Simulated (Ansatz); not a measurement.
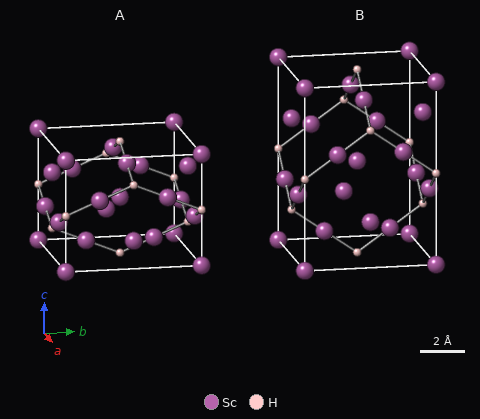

Two geometries of crystalline Sc₃H (a generated structure, set up in I4_1/amd) (coarse preliminary run), drawn at one scale. One is the start of a relaxation, the other its converged end. The picture is a ball-and-stick view of the conventional cell (2 times the calculation's cell), seen slightly off an axis. Lengths and directions refer to the drawn axes.

Method: Ansatz 0.2.0, DFT PBE, scalar-relativistic, plane waves, PAW. (plane-wave cutoff 420 eV; k-point mesh 4 × 4 × 4; occupations gaussian; smearing width 0.1 eV; no spin polarisation; cell and atoms relaxed; force threshold 0.04 eV/Å; at most 70 steps)

> Which of the two is the end point?

Structure B is the relaxed one. The energy falls by 830 meV per atom in 14 accepted moves (17 points after the start). All forces vanish by symmetry, so only the cell relaxes. The pressure goes from 35.26 to 0.07 GPa. At 3 points the geometry stayed and the basis and grid were re-selected for the new cell (energy shift of 45.6 meV per atom at most each time). No atom moves by more than 0.005 Å relative to the cell. Cell: a = b 6.430 → 6.212 Å (−3.4 %), c 5.318 → 8.725 Å (+64.1 %). Volume +53.1 %. Among the contacts that change: Sc–Sc 2.561 → 3.622 Å, Sc–Sc 2.633 → 3.095 Å, H–Sc 1.739 → 1.898 Å, Sc–Sc 3.215 → 3.106 Å. Among the angles between lasting bonds that change: Sc–H–Sc 135.1° → 109.8°, Sc–H–Sc 98.4° → 109.3°. The space group stays I4_1/amd (No. 141).
